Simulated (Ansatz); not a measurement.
Be16H: several calculations on one system

Part 1: Relaxation

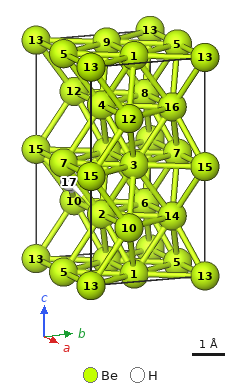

This is the input geometry for a relaxation of a defect cell of composition Be16H. Style: ball-and-stick. Shown: the cell of the calculation, slightly off an axis.

It is an interstitial H in hcp Be. The run prepares the start of a later molecular dynamics calculation, from a guessed geometry.

Computed with Ansatz 0.2.0, DFT PBE, scalar-relativistic, plane waves, PAW.

Input
```yaml
crystal:
  lattice:
    - [-2.29, -3.966396, 0.0]
    - [3.435, -1.983198, 0.0]
    - [0.0, 0.0, 7.17686]
  atoms:
    - { symbol: Be, position: [0.75, 0.5, 0.0] }
    - { symbol: Be, position: [0.5, 0.3333333, 0.25] }
    - { symbol: Be, position: [0.75, 0.5, 0.5] }
    - { symbol: Be, position: [0.5, 0.3333333, 0.75] }
    - { symbol: Be, position: [0.5, 0.0, 0.0] }
    - { symbol: Be, position: [0.25, 0.8333333, 0.25] }
    - { symbol: Be, position: [0.5, 0.0, 0.5] }
    - { symbol: Be, position: [0.25, 0.8333333, 0.75] }
    - { symbol: Be, position: [0.25, 0.5, 0.0] }
    - { symbol: Be, position: [0.0, 0.3333333, 0.25] }
    - { symbol: Be, position: [0.25, 0.5, 0.5] }
    - { symbol: Be, position: [0.0, 0.3333333, 0.75] }
    - { symbol: Be, position: [0.0, 0.0, 0.0] }
    - { symbol: Be, position: [0.75, 0.8333333, 0.25] }
    - { symbol: Be, position: [0.0, 0.0, 0.5] }
    - { symbol: Be, position: [0.75, 0.8333333, 0.75] }
    - { symbol: H, position: [0.2482653, 0.1716221, 0.3742561] }
basis:
  ecutwfc: 420.0
kpoints:
  mp_grid: { grid: [4, 4, 3] }
hamiltonian:
  xc: pbe
scf:
  occupations: { method: fermi_dirac, width: 0.05 }
  lower_state_search: "off"
relax:
  f_tol: 0.08
  max_steps: 25
  adjacent_minimum: "off"
```

Run as
```bash
ansatz run input.yaml --threads 1 --pin off --max-ram 3072MiB --backend cpu --events-out ev --progress --plain --runs-dir out
```

**Where does the relaxation end?**

The largest moves, 0.054 Å, are those of Be7 and Be15. Be15 goes along [−2 −1 1]. Largest moves by element: Be 0.054 Å, H 0.007 Å. The cell stays as it was. Among the contacts that change: Be7–Be15 2.290 → 2.376 Å, Be7–Be15 (another image) 2.290 → 2.204 Å, Be2–Be10 2.290 → 2.374 Å, Be2–Be10 (another image) 2.290 → 2.206 Å. Over 2 accepted moves (4 points after the start) the energy falls by 99.1 meV per cell of the calculation. The largest force component goes from 0.53 to 0.023 eV/Å. The line search rejected the trial step at point 3 of the run. 1 step only repeated the SCF at the same geometry. Cost: 36 s on 1 thread of Arm Neoverse V2, on a shared host, peak memory 0.37 GiB.

History of the run:

| step | E − E(0), meV/atom | largest force component, eV/Å | note |
| --- | --- | --- | --- |
| 0 | 0.00 | 0.5342 |  |
| 1 | -4.32 | 0.2741 |  |
| 2 | -5.83 | 0.0231 |  |
| 3 | -5.51 | 0.1008 | rejected |
| 4 | -5.83 | 0.0231 | same geometry, SCF repeated |

The structure at the end:

```
CELL_PARAMETERS angstrom
-2.29000 -3.96640 0.00000
3.43500 -1.98320 0.00000
0.00000 0.00000 7.17686
ATOMIC_POSITIONS crystal
Be 0.74996 0.50383 0.99729
Be 0.50922 0.33765 0.24621
Be 0.74985 0.50499 0.50137
Be 0.50177 0.33465 0.74975
Be 0.50179 0.99892 0.00019
Be 0.25003 0.82541 0.24586
Be 0.50941 0.99533 0.50379
Be 0.24997 0.83818 0.75299
Be 0.24997 0.49567 0.99688
Be 0.99081 0.33780 0.24618
Be 0.25002 0.50897 0.50398
Be 0.99813 0.33461 0.74975
Be 0.99811 0.99896 0.00018
Be 0.74986 0.82843 0.24882
Be 0.99065 0.99519 0.50380
Be 0.74996 0.82959 0.75274
H 0.24876 0.17011 0.37448
```

The end point in the same view:

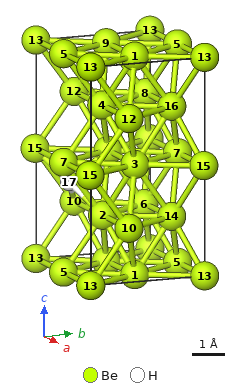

Limits of the set-up: the k-point mesh is coarse for a cell with partly filled bands; the periodic images lie only 4.0 Å apart, so the values are limited by the cell's size.

Part 2: Dynamics

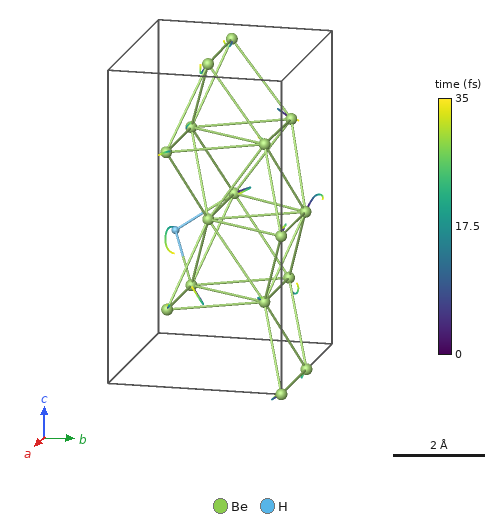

A Born-Oppenheimer molecular dynamics run of Be with an interstitial H (17 atoms in the cell), 35 fs long. Lines trace each atom's path, coloured by time; spheres stand at the starting positions. Seen slightly off an axis in the simulation cell.

These are results of DFT PBE, scalar-relativistic, plane waves, PAW (Ansatz), not measurements. Run with plane-wave cutoff 420 eV; k-point mesh 4 × 4 × 3; Fermi-Dirac smearing 0.05 eV; constant energy (NVE); velocities drawn for 3000 K; time step 0.5 fs.

**How do the atoms move?**

In the second half of the run the atoms are, in the root-mean-square, this far from where they began (common drift taken out): H 0.36 Å, Be 0.27 Å. The run lasts only 35 fs, too short to tell vibration from diffusion. The mean temperature in the second half is 1362 K (standard deviation 551 K). The first frame carries almost no forces, so kinetic energy first flows into potential energy: the temperature drops from 3000 to 312 K within 16 fs, and without a thermostat its mean stays below the start. The potential energy is still drifting at the end, so the run hasn't reached equilibrium. The potential energy in the second half lies on average 199 meV per atom above the first frame.

Limits of the set-up: the k-point mesh is coarse for a cell with partly filled bands; the periodic images lie only 4.0 Å apart, so the values are limited by the cell's size.

Part 3: Dynamics

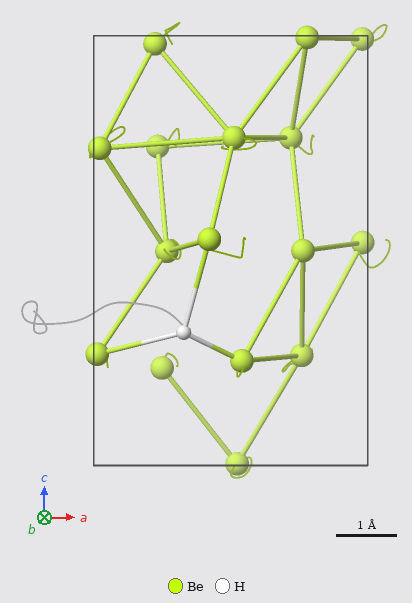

First-principles dynamics of Be with an interstitial H (17 atoms in the cell), 70 fs long. It starts from the last geometry of an earlier run, with fresh velocities. Lines trace each atom's path, in the colour of its element; spheres stand at the starting positions. Seen along the b axis in the simulation cell.

Theory: DFT PBE, scalar-relativistic, plane waves, PAW (Ansatz 0.2.0). Set-up: plane-wave cutoff 420 eV; k-point mesh 4 × 4 × 3; Fermi-Dirac smearing 0.05 eV; constant energy (NVE); velocities drawn for 2100 K; time step 0.5 fs.

Input
```yaml
crystal:
  lattice:
    - [-2.29, -3.966396, 0.0]
    - [3.435, -1.983198, 0.0]
    - [0.0, 0.0, 7.17686]
  atoms:
    - { symbol: Be, position: [0.7788755, 0.46892561, -0.00422376] }
    - { symbol: Be, position: [0.54104785, 0.34820209, 0.24334748] }
    - { symbol: Be, position: [0.76351812, 0.50111485, 0.49972737] }
    - { symbol: Be, position: [0.51147929, 0.34698496, 0.76257546] }
    - { symbol: Be, position: [0.52349898, -0.00598827, 0.00408058] }
    - { symbol: Be, position: [0.24992578, 0.86856735, 0.2269765] }
    - { symbol: Be, position: [0.422288, 0.06882788, 0.5261923] }
    - { symbol: Be, position: [0.23383683, 0.87778661, 0.74210587] }
    - { symbol: Be, position: [0.22417505, 0.4409414, -0.0190554] }
    - { symbol: Be, position: [0.0136243, 0.34538608, 0.25906459] }
    - { symbol: Be, position: [0.26741841, 0.53449739, 0.49837414] }
    - { symbol: Be, position: [0.02233182, 0.29885915, 0.73810663] }
    - { symbol: Be, position: [-0.02035376, -0.02746069, -0.00777924] }
    - { symbol: Be, position: [0.7587622, 0.82579264, 0.25617063] }
    - { symbol: Be, position: [-0.01900589, -0.0082935, 0.51872301] }
    - { symbol: Be, position: [0.71915387, 0.78205863, 0.76264925] }
    - { symbol: H, position: [0.32862733, 0.18781678, 0.30956144] }
basis:
  ecutwfc: 420.0
kpoints:
  mp_grid: { grid: [4, 4, 3] }
hamiltonian:
  xc: pbe
scf:
  occupations: { method: fermi_dirac, width: 0.05 }
  lower_state_search: "off"
md:
  timestep: 0.5
  n_steps: 140
  ensemble: nve
  temperature: 2100.0
  initial_velocities: maxwell_boltzmann
  seed: 815720
```

Run as
```bash
ansatz run input.yaml --threads 1 --pin off --max-ram 3072MiB --backend cpu --events-out ev --progress --plain --runs-dir out
```

How do the atoms move?

Root-mean-square distances from the starting positions over the second half, with the common drift of all atoms taken out: H 2.51 Å, Be 0.40 Å. The run lasts only 70 fs, too short to tell vibration from diffusion. Over the second half the temperature averages 1639 K (spread ±133 K). The potential energy in the second half lies on average 56.3 meV per atom above the first frame. The total energy stays between 0 and 0.36 meV per atom of its start. A straight-line fit has a slope that amounts to +0.011 meV per atom over 70 fs (under 0.1 % of the mean kinetic energy), and the ripple about it is 0.2 % of the kinetic energy's fluctuation. With a drift under 2 % and a ripple under 7 %, the integration is accurate.

Limits of the set-up: the k-point mesh is coarse for a cell with partly filled bands; the periodic images lie only 4.0 Å apart, so the values are limited by the cell's size.

The run took 9.4 min on 1 thread of Arm Neoverse V2, with other jobs on the host, peak memory 0.46 GiB.
